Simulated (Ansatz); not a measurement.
## SnSe: 6 runs along one coordinate

System: SnSe (Pnma, 8 atoms in the cell).
Method: Kohn-Sham DFT of a periodic cell, PBEsol, Ansatz PAW, no spin polarisation (Ansatz 0.2.0).

The 6 runs differ only in the geometry, by an even scaling of the cell at fixed fractional positions. The structure derives from an entry of the Crystallography Open Database.

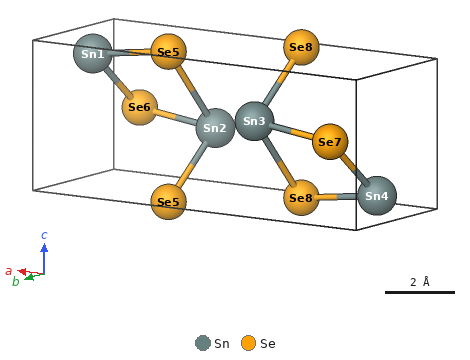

Figure 1. The structure of run 4 (ball-and-stick view of the cell of the calculation, seen at an oblique angle; atoms are numbered from 1 in the order of the input).

**Input of run 4**
```yaml
crystal:
  lattice:
    - [11.42, 0.0, 0.0]
    - [0.0, 4.19, 0.0]
    - [0.0, 0.0, 4.46]
  atoms:
    - { symbol: Sn, position: [0.877, 0.75, 0.909] }
    - { symbol: Sn, position: [0.623, 0.25, 0.409] }
    - { symbol: Sn, position: [0.377, 0.75, 0.591] }
    - { symbol: Sn, position: [0.123, 0.25, 0.091] }
    - { symbol: Se, position: [0.643, 0.75, 0.984] }
    - { symbol: Se, position: [0.857, 0.25, 0.484] }
    - { symbol: Se, position: [0.143, 0.75, 0.516] }
    - { symbol: Se, position: [0.357, 0.25, 0.016] }
hamiltonian:
  xc: pbesol
  pseudopotentials: { kind: paw }
kpoints:
  mp_grid: { grid: [3, 6, 6] }
scf:
  occupations: { method: fermi_dirac, width: 0.05 }
output:
  forces: true
  stress: true
  eigenvalues: true
```

Command:
```bash
ansatz run input.yaml --threads 2 --pin off --max-ram 5120MiB --backend cpu --events-out ev --progress --plain --runs-dir out
```

Run 2 differs from it as follows:
```diff
-    - [11.42, 0.0, 0.0]
-    - [0.0, 4.19, 0.0]
-    - [0.0, 0.0, 4.46]
+    - [11.2656567555, 0.0, 0.0]
+    - [0.0, 4.1333714366, 0.0]
+    - [0.0, 0.0, 4.3997223406]
```

**Results, with one run withheld**

```csv
run,volume per atom (Å³),"free energy per atom, from the lowest run given (meV)",pressure (GPa),gap on the mesh (eV)
1,25.076,11.93,3.14,0.49
2,25.609,?,?,?
3,26.143,0.00,0.54,0.48
4,26.676,0.09,−0.57,0.48
5,27.210,3.66,−1.56,0.49
6,27.743,10.35,−2.45,0.51
```

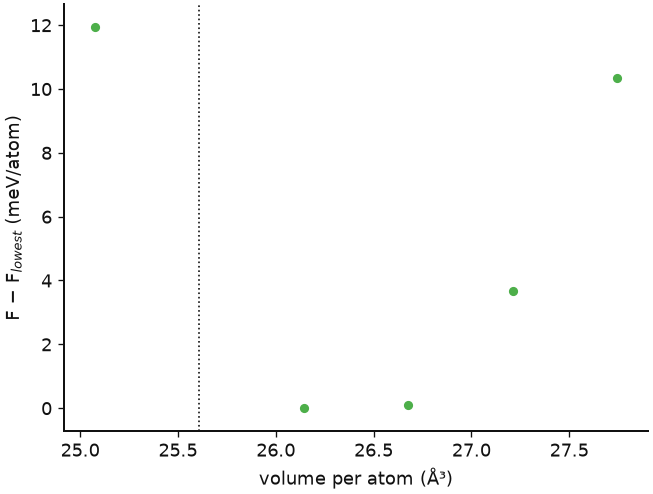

Figure 2. Free energy per atom of the runs given; the dotted line marks run 2.

What should run 2 give?

A cubic polynomial in V^(−2/3) (the Birch–Murnaghan form), fitted to the 5 runs given, misses them by under 0.01 meV per atom. With x = V^(−2/3) − 0.11238 Å⁻², it reads F = −0.27228 − 675.81 x + 7.959e+05 x² + 1.4307e+06 x³ (meV per atom). At run 2 it gives 3.80 meV per atom, and the run itself gives 3.80. The slope of the fit gives a pressure −dF/dV of 1.77 GPa there, and the run prints 1.77 GPa. The fit has its minimum at 26.394 Å³ per atom, where V d²F/dV² gives 54.8 GPa. Cell shape and fractional positions are held, so this is the stiffness under even scaling; the relaxed bulk modulus wasn't computed and can be far lower in a crystal of layers, chains or molecules like this one.

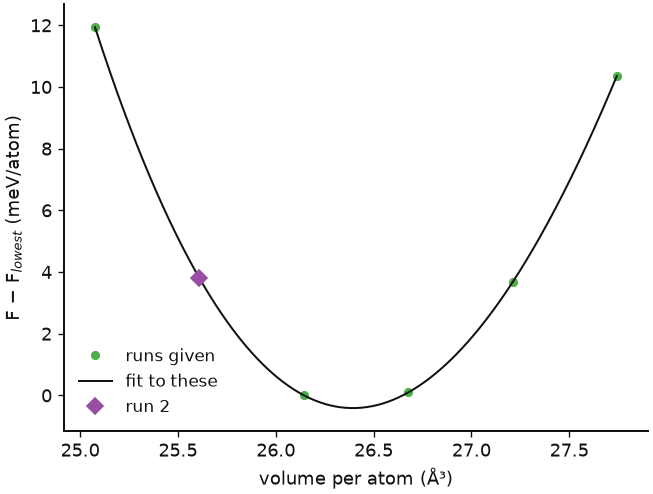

Figure 3. The fit and the withheld run.

**Output, shortened to warnings, some set-up lines, iterations and results (run 2)**
```
Basis set: ecut = 420 eV, 3979 PW (Γ), exchange–correlation on 160×60×60 points (8 copies of the dense FFT grid, shifted against one another)
Symmetry: 8 space group operations
k-points: 32 of 108
Initial density: superposition of atomic densities (neutral atoms: chi_scale 0, normalization atom), corrected by the library's trained network
[...]
SCF iter   1: F=—  HF=-45499.380259 eV  |F-HF|=—  |Δ(HF+E_count)|=         —  Δρ=3.18e-3  dr2=3.15e-2  ethr=1.77e-3  ⟨swp⟩=6.7  Hψ=8746  notcnv=0  defer=16
SCF iter   2: F=—  HF=-45499.367367 eV  |F-HF|=—  |Δ(HF+E_count)|=   1.29e-2  Δρ=1.58e-3  dr2=7.35e-3  ethr=2.63e-5  ⟨swp⟩=2.5  Hψ=3416  notcnv=0  defer=85
SCF iter   3: F=—  HF=-45499.365735 eV  |F-HF|=—  |Δ(HF+E_count)|=   1.63e-3  Δρ=4.12e-4  dr2=4.96e-4  ethr=6.12e-6  ⟨swp⟩=2.0  Hψ=3442  notcnv=0  defer=56
SCF iter   4: F=—  HF=-45499.365637 eV  |F-HF|=—  |Δ(HF+E_count)|=   9.87e-5  Δρ=1.12e-4  dr2=2.87e-5  ethr=4.13e-7  ⟨swp⟩=2.0  Hψ=3442  notcnv=0  defer=56
SCF iter   5: F=—  HF=-45499.365660 eV  |F-HF|=—  |Δ(HF+E_count)|=   2.30e-5  Δρ=2.41e-5  dr2=9.07e-7  ethr=2.39e-8  ⟨swp⟩=3.0  Hψ=4018  notcnv=0  defer=56
SCF iter   6: F=—  HF=-45499.365660 eV  |F-HF|=—  |Δ(HF+E_count)|=   5.58e-7  Δρ=6.14e-6  dr2=6.71e-8  ethr=8.33e-11  ⟨swp⟩=10.0  Hψ=11141  notcnv=0
SCF iter   7: F=-45499.365660 eV  HF=-45499.365660 eV  |F-HF|=1.70e-9  |Δ(HF+E_count)|=   5.01e-8  Δρ=1.83e-6  dr2=6.58e-9  ethr=5.59e-11  ⟨swp⟩=4.5  Hψ=8194  notcnv=0
SCF 1 converged in 7 iterations: F = -45499.365660 eV  dr2 = 6.58e-9
SCF converged after 7 iterations
Free energy (F): -45499.365660 eV
Harris-Foulkes:  -45499.365660 eV  (|F-HF|=1.70e-9)
Internal energy: -45499.365469 eV  (E = F + TS)
E sigma→0 (E₀):  -45499.365565 eV
Entropy (-TS):   -0.000191 eV (-0.024 meV/atom)
Fermi energy:    9.796248 eV
--- Per-component energies (eV) ---
  E_band       = -1831.260895
  E_kinetic    = 1222.060798
  E_local      = -13025.792005  (includes V_loc(G=0)·N_el)
  E_nonlocal   = -2494.127319
  E_hartree    = 6891.120299
  E_xc         = -1935.064155
  E_vxc        = -785.054430  (∫ρ·V_xc dr)
  E_paw        = -23721.426655  (= ΣΔE_a)
  E_vpaw       = -530.588280  (= ΣTr[D̂ρ^β])
  E_aug_tail   = -0.002399  (compensation charges beyond the density's cutoff)
  E_ewald      = -12441.307193
  E_core_change = 5.173161  (= ΣΔE_core)
  E_smearing   = -0.000191  (= −TS)
  E_closure    = -0.000000  (closes the sum)
  Σ components = -45499.365660   (vs F -45499.365660, Δ=0.00e0)
--- Forces (eV/Å), atoms counted from 1 ---
  atom   1  Sn     0.46833020     0.00000000     0.05065247
  atom   2  Sn    -0.46833020     0.00000000     0.05065247
  atom   3  Sn     0.46833020     0.00000000    -0.05065247
  atom   4  Sn    -0.46833020     0.00000000    -0.05065247
  atom   5  Se    -0.37945122     0.00000000    -0.03065411
  atom   6  Se     0.37945122     0.00000000    -0.03065411
  atom   7  Se    -0.37945122     0.00000000     0.03065411
  atom   8  Se     0.37945122     0.00000000     0.03065411
  max |Σ_I F_I| component: 1.39e-17 eV/Å
--- Stress (GPa, compression-positive) ---
        3.856899       0.000000       0.000000
        0.000000       0.858359       0.000000
        0.000000       0.000000       0.587921
  P = ⅓ Tr σ = 1.7677 GPa (17.677 kbar)
```
